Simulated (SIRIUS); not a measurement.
System: MnS, space group F-43m (No. 216).

Structure:
```yaml
crystal:
  lattice:
    - [0.00000, 2.47346, 2.47346]
    - [2.47346, 0.00000, 2.47346]
    - [2.47346, 2.47346, 0.00000]
  atoms:
    - { symbol: Mn, position: [0.00000, 0.00000, 0.00000] }
    - { symbol: S, position: [0.75000, 0.75000, 0.75000] }
```

Method: all-electron LAPW DFT, collinear spins; energies at scaled volumes of the given cell, shape and fractions fixed, counted from the fit's minimum, third-order Birch-Murnaghan fit (SIRIUS 7.12.0). Level: LDA, collinear spin.

- k mesh: 9×9×9
- occupations: Fermi–Dirac
- smearing width: 0.05 eV
- potentials: all electron FP LAPW
- program settings: basis apw+lo standard, gk cutoff 4.42 1/bohr, pw cutoff 23 1/bohr

What does the calculation give for the energy against volume? The volume takes the values 14.22, 14.53, 14.83, 15.13, 15.44, 15.74, 16.04 Å³/atom.

A third-order Birch–Murnaghan fit gives V0 = 14.43 Å³/atom, B0 = 166 GPa and B′ = 5.0. The energy is 1.58 meV/atom at volume 14.22 Å³/atom and 75.52 meV/atom at 16.04 Å³/atom; the lowest computed point is at volume 14.53 Å³/atom (0.29 meV/atom).

| volume (Å³/atom) | energy (meV/atom) |
| --- | --- |
| 14.22 | 1.58 |
| 14.53 | 0.29 |
| 14.83 | 5.51 |
| 15.13 | 16.06 |
| 15.44 | 31.77 |
| 15.74 | 51.73 |
| 16.04 | 75.52 |

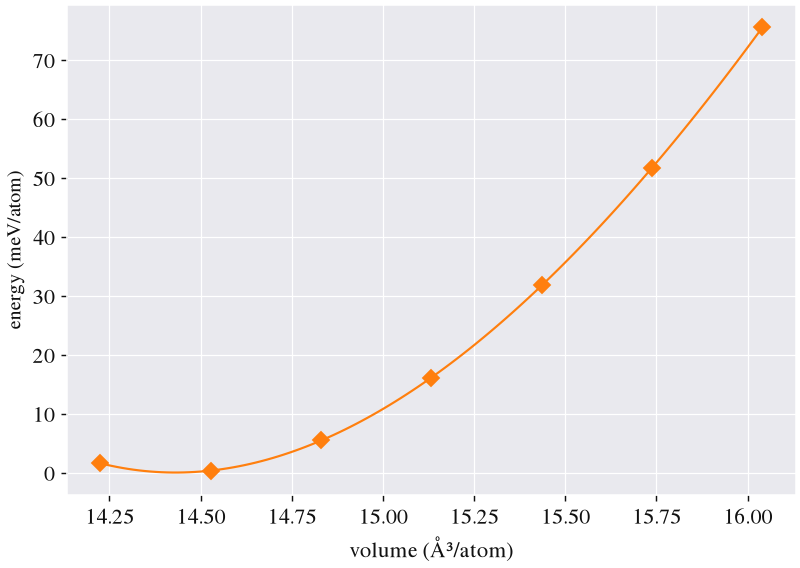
